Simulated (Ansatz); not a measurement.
# Single-point calculation of TaN

TaN (6 atoms in the cell), computed with DFT, r2SCAN, plane waves, PAW, no spin polarisation (Ansatz 0.2.0).

The structure derives from an entry of the Crystallography Open Database. Some settings of this run were made unusual or wrong on purpose.

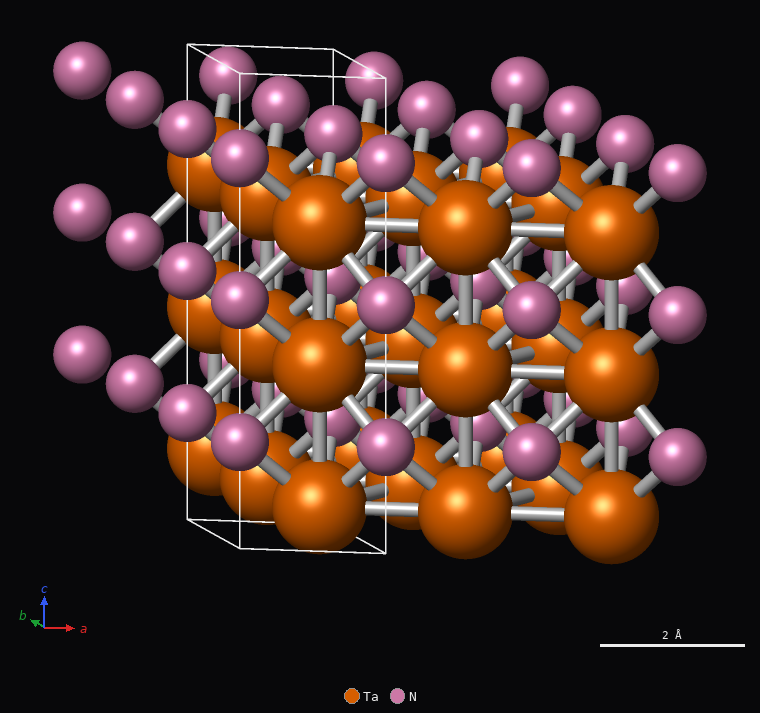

*The input geometry (ball-and-stick view of the cell of the calculation, set on other vectors, repeated 3 × 3 × 1, seen slightly off an axis). An atom can appear more than once, as a periodic image.*

## Outcome

| quantity | value |
| --- | --- |
| outcome | converged |
| space group (tolerance 0.01 Å) | P3m1 (156) |
| electrons treated | 54 |
| free energy | −30844.4499 eV |
| Fermi energy | 54.699 eV |
| gap on the k-point mesh | none (metallic) |
| pressure | 2493.51 GPa |
| largest force (length of the vector) | 69.047 eV/Å |
| hardware | 2 threads of Intel Xeon @ 2.50GHz (Skylake/Cascade Lake), 189 GiB of memory available, shared host |
| wall time | 2.6 min (CPU time 5.2 min) |
| peak memory | 0.6 GiB |

## What went wrong

This input holds a deliberate fault: a lattice far too small (`crystal.lattice`). The atoms are squeezed together and the pressure is enormous. The program still converged, but the numbers can't be taken as results for the intended system.

## Input
```yaml
crystal:
  lattice:
    - [-2.05530803, 0.0, 0.0]
    - [-1.02765401, -1.77994897, 0.0]
    - [0.0, 0.0, 6.75769896]
  atoms:
    - { symbol: Ta, position: [0.3333333333, 0.3333333333, 0.0746862635] }
    - { symbol: Ta, position: [0.3333333333, 0.3333333333, 0.3734910783] }
    - { symbol: Ta, position: [0.3333333333, 0.3333333333, 0.6722958932] }
    - { symbol: "N", position: [0.0, 0.0, 0.8216983007] }
    - { symbol: "N", position: [0.0, 0.0, 0.2240886709] }
    - { symbol: "N", position: [0.0, 0.0, 0.5228934858] }
basis:
  ecutwfc: 500
kpoints:
  mp_grid: { grid: [23, 23, 7] }
hamiltonian:
  xc: r2scan
scf:
  occupations: { method: gaussian, width: 0.15 }
  max_iter: 80
output:
  forces: true
  eigenvalues: true
  stress: true
```

Launched with:
```bash
ansatz run input.yaml --threads 2 --pin off --max-ram 5120MiB --backend cpu --events-out ev --progress --plain --runs-dir out
```

## Output
```
Engine: ansatz 0.2.0, x86_64-unknown-linux-gnu
Pseudopotentials: kind: paw
Pseudopotential: Ta, paw, valence charge 13, recommended cutoff 500 eV (meta_gga), Ta.paw.azcp
Pseudopotential: N, paw, valence charge 5, recommended cutoff 500 eV (meta_gga), N.paw.azcp
Functional definition: r2SCAN
  parameter k0 = 0.174
  parameter k1 = 0.065
  parameter a1 = 4.9479
  exchange = r2scan_x(k0 = k0, k1 = k1, a1 = a1)
  correlation = r2scan_c
Crystal: 6 atoms, lattice volume = 24.722 Å³
Basis set: ecut = 500 eV, 637 PW (Γ), exchange–correlation on 60×60×200 points (64 copies of the dense FFT grid, shifted against one another)
Bands: 33, of which v1, the nominal top of the filled ones, is band 27 counted from 1 (26 counted from 0)
Symmetry: 6 space group operations
Space group: P3m1 (ITA 156), of the structure as read, at distance tolerance 2.9e-5 Å
k-points: 356 of 3703 (time reversal used)
Non-local potential: Ta, projectors of the file, l = 0: 3, l = 1: 2, l = 2: 2, l = 3: 1
Non-local potential: N, projectors of the file, l = 0: 2, l = 1: 2, l = 2: 1
PAW form: soft (Blöchl's): semilocal exchange-correlation on the pseudo side does not see the compensation charge
PAW frozen core: Ta, regenerated for the run's functional (the file was generated under x = pbe(κ = 0.804, μ = 0.2195149727645171), c = pbe(β = 0.06672455060314922))
PAW frozen core: N, regenerated for the run's functional (the file was generated under x = pbe(κ = 0.804, μ = 0.2195149727645171), c = pbe(β = 0.06672455060314922))
PAW one-centre angular grid: Ta, 590 points (default); XC on 160 Gauss nodes
PAW one-centre angular grid: N, 302 points (default); XC on 160 Gauss nodes
Initial density: superposition of atomic densities (neutral atoms: chi_scale 0, normalization atom), corrected by the library's trained network
Initial wavefunctions: pseudopotential atomic-orbital guess
Functional: x = r2scan, c = r2scan; τ floored in thin density (d = 2e-4 eV/Å³)
SCF iter   1: F=—  HF=-31173.834167 eV  |F-HF|=—  |Δ(HF+E_count)|=         —  Δρ=1.33e0  dr2=3.46e3  dr2_τ=6.97e1  ethr=1.77e-3  ⟨swp⟩=14.4  Hψ=96296  notcnv=0
preconditioner: auto → none  [metal: Δε(μ)=0.008 eV  Ē_g=25.352 eV  σ=0.150 eV  W_gap=0.03  n_scr=6 (ndim 8)  ℏωp=47.2 eV  f_vac=0.000  D(μ)=1.37/eV (n_scr^D=6)  sad-step TF]
SCF iter   2: F=—  HF=-30934.335872 eV  |F-HF|=—  |Δ(HF+E_count)|=    2.39e2  Δρ=6.69e-1  dr2=9.57e2  dr2_τ=2.06e1  ethr=1.77e-3  ⟨swp⟩=8.7  Hψ=44303  notcnv=0  defer=473
SCF iter   3: F=—  HF=-30906.394432 eV  |F-HF|=—  |Δ(HF+E_count)|=    2.79e1  Δρ=6.23e-1  dr2=5.61e2  dr2_τ=3.09e1  ethr=1.77e-3  ⟨swp⟩=16.3  Hψ=130111  notcnv=0  defer=571
SCF iter   4: F=—  HF=-30850.798100 eV  |F-HF|=—  |Δ(HF+E_count)|=    5.56e1  Δρ=2.28e-1  dr2=7.64e1  dr2_τ=3.55e0  ethr=1.77e-3  ⟨swp⟩=12.1  Hψ=70303  notcnv=0  defer=748
SCF iter   5: F=—  HF=-30854.020227 eV  |F-HF|=—  |Δ(HF+E_count)|=    3.22e0  Δρ=2.21e-1  dr2=9.31e1  dr2_τ=4.72e0  ethr=1.77e-3  ⟨swp⟩=13.1  Hψ=65819  notcnv=0  defer=643
SCF iter   6: F=—  HF=-30845.948425 eV  |F-HF|=—  |Δ(HF+E_count)|=    8.07e0  Δρ=1.10e-1  dr2=1.64e1  dr2_τ=5.51e-2  ethr=1.77e-3  ⟨swp⟩=10.8  Hψ=40781  notcnv=0  defer=547
SCF iter   7: F=—  HF=-30844.543309 eV  |F-HF|=—  |Δ(HF+E_count)|=    1.41e0  Δρ=4.02e-2  dr2=7.41e-1  dr2_τ=8.61e-2  ethr=1.77e-3  ⟨swp⟩=9.5  Hψ=34057  notcnv=0  defer=478
SCF iter   8: F=—  HF=-30844.460122 eV  |F-HF|=—  |Δ(HF+E_count)|=   8.32e-2  Δρ=1.57e-2  dr2=1.16e-1  dr2_τ=1.70e-2  ethr=1.37e-3  ⟨swp⟩=5.9  Hψ=24024  notcnv=0  defer=373
SCF iter   9: F=—  HF=-30844.453583 eV  |F-HF|=—  |Δ(HF+E_count)|=   6.54e-3  Δρ=8.87e-3  dr2=3.82e-2  dr2_τ=2.10e-3  ethr=2.16e-4  ⟨swp⟩=2.4  Hψ=15446  notcnv=0  defer=321
SCF iter  10: F=—  HF=-30844.449808 eV  |F-HF|=—  |Δ(HF+E_count)|=   3.77e-3  Δρ=1.97e-3  dr2=4.19e-4  dr2_τ=7.77e-5  ethr=7.08e-5  ⟨swp⟩=2.3  Hψ=14071  notcnv=0  defer=315
SCF iter  11: F=—  HF=-30844.449872 eV  |F-HF|=—  |Δ(HF+E_count)|=   6.35e-5  Δρ=5.19e-4  dr2=7.31e-5  dr2_τ=6.14e-6  ethr=7.76e-7  ⟨swp⟩=3.1  Hψ=25243  notcnv=0  defer=310
SCF iter  12: F=—  HF=-30844.449881 eV  |F-HF|=—  |Δ(HF+E_count)|=   8.79e-6  Δρ=1.61e-4  dr2=1.03e-5  dr2_τ=2.40e-6  ethr=1.35e-7  ⟨swp⟩=2.4  Hψ=19835  notcnv=0  defer=309
SCF iter  13: F=—  HF=-30844.449879 eV  |F-HF|=—  |Δ(HF+E_count)|=   1.36e-6  Δρ=7.67e-5  dr2=5.83e-6  dr2_τ=3.01e-7  ethr=1.90e-8  ⟨swp⟩=2.7  Hψ=19299  notcnv=0  defer=308
SCF iter  14: F=-30844.449878 eV  HF=-30844.449878 eV  |F-HF|=3.04e-8  |Δ(HF+E_count)|=   8.05e-7  Δρ=2.02e-5  dr2=7.28e-8  dr2_τ=1.19e-8  ethr=1.85e-10  ⟨swp⟩=19.9  Hψ=106998  notcnv=0
SCF 1 converged in 14 iterations: F = -30844.449878 eV  dr2 = 7.28e-8
  greatest PAW one-centre occupation: 1.015 electrons in one spin orbital (limit 2), on the Ta atom at site 1 (counted from 0), in its partial waves of l = 1
```

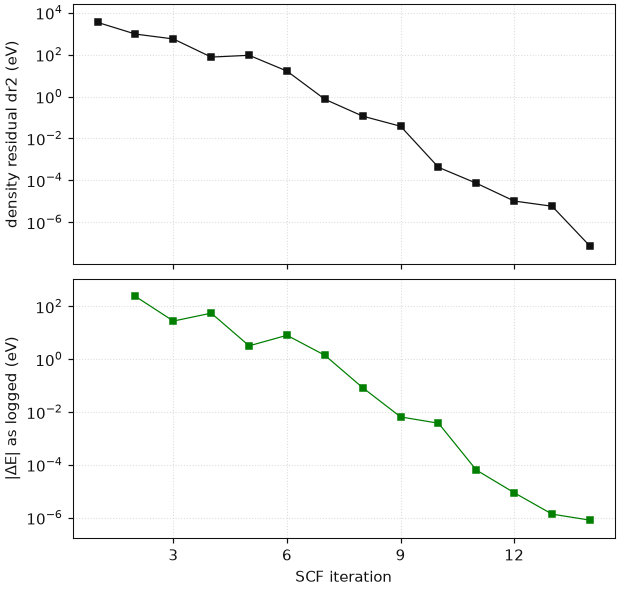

*Convergence of the self-consistent field: density residual dr2 and size of the energy change against the SCF iteration.*

The residual falls almost steadily, with no more than small rises.

```
SCF converged after 14 iterations
Free energy (F): -30844.449878 eV
Harris-Foulkes:  -30844.449878 eV  (|F-HF|=3.04e-8)
Internal energy: -30844.439266 eV  (E = F + TS)
E sigma→0 (E₀):  -30844.444572 eV
Entropy (-TS):   -0.010613 eV (-1.769 meV/atom)
Fermi energy:    54.699294 eV
--- Per-component energies (eV) ---
  E_band       = 1366.417551
  E_kinetic    = 1958.026529
  E_local      = -486.740743  (includes V_loc(G=0)·N_el)
  E_nonlocal   = 323.266074
  E_hartree    = 547.964981
  E_xc         = -884.943820
  E_vxc        = -1053.708329  (∫ρ·V_xc dr)
  E_paw        = -25752.824125  (= ΣΔE_a)
  E_vpaw       = -527.823141  (= ΣTr[D̂ρ^β])
  E_aug_tail   = 0.000363  (compensation charges beyond the density's cutoff)
  E_vtau       = 57.465651  (kinetic-family band-sum trace: ∫τ·v_τ [+ j·A + Jᵃ·Aᵃ] dr)
  E_ewald      = -6546.830991
  E_core_change = -2.357535  (= ΣΔE_core)
  E_smearing   = -0.010613  (= −TS)
  E_closure    = -0.000000  (closes the sum)
  Σ components = -30844.449878   (vs F -30844.449878, Δ=0.00e0)
--- Forces (eV/Å), atoms counted from 1 ---
  atom   1  Ta    -0.00000000     0.00000000   -69.04657292
  atom   2  Ta     0.00000000     0.00000000     0.82192521
  atom   3  Ta     0.00000000    -0.00000000    27.20572546
  atom   4  N      0.00000000    -0.00000000    43.14559217
  atom   5  N      0.00000000     0.00000000    -0.80501491
  atom   6  N     -0.00000000     0.00000000    -1.32130707
  max |Σ_I F_I| component: 3.48e-4 eV/Å
--- Stress (GPa, compression-positive) ---
     2466.680902       0.000000       0.000000
        0.000000    2466.680902      -0.000000
        0.000000      -0.000000    2547.154328
  P = ⅓ Tr σ = 2493.5054 GPa (24935.054 kbar)
--- Band table (eV; the first three rows and the last of 356) ---
  k-point 0: bands = ["-23.4293", "-21.5123", "-20.7299", "3.5074", "8.6052", "14.6917", "19.3206", "19.3206", "21.0046", "21.0046", "21.7946", "21.7946", "29.4525", "35.8837", "37.5872", "39.5154", "39.5154", "40.7991", "41.2154", "41.2154", "42.8706", "46.1753", "46.1889", "46.1889", "50.2291", "50.7127", "50.7127", "52.4297", "53.5875", "53.5875", "56.0096", "60.4465", "60.4465"]
  k-point 1: bands = ["-23.4276", "-21.5211", "-20.7223", "3.4613", "8.7672", "14.4942", "19.3218", "19.3218", "20.9988", "20.9988", "21.7998", "21.7998", "29.7796", "35.5331", "37.8269", "39.5194", "39.5194", "40.7863", "41.2070", "41.2070", "42.4293", "46.1857", "46.1857", "46.1895", "50.5730", "50.6395", "50.6395", "52.4926", "53.8078", "53.8078", "56.0100", "60.2648", "60.2648"]
  k-point 2: bands = ["-23.4239", "-21.5405", "-20.7056", "3.3632", "9.1593", "14.0240", "19.3241", "19.3241", "20.9860", "20.9860", "21.8112", "21.8112", "30.6471", "34.7094", "38.3357", "39.5285", "39.5285", "40.6462", "41.1882", "41.1882", "41.5964", "46.1779", "46.1779", "46.1911", "50.5015", "50.5015", "51.2125", "52.6697", "54.3174", "54.3174", "56.0212", "59.8134", "59.8134"]
  k-point 355: bands = ["-18.5001", "-16.6773", "-15.9973", "4.5913", "6.5986", "7.1731", "8.5821", "9.1501", "9.3850", "10.8438", "14.8595", "18.6833", "25.9716", "29.7403", "32.1026", "36.2745", "37.0618", "41.9268", "42.6493", "43.6995", "44.6401", "45.9146", "47.3673", "51.8301", "52.4270", "54.2646", "55.6355", "56.0378", "56.9680", "57.3544", "60.8602", "61.7170", "62.3199"]
```
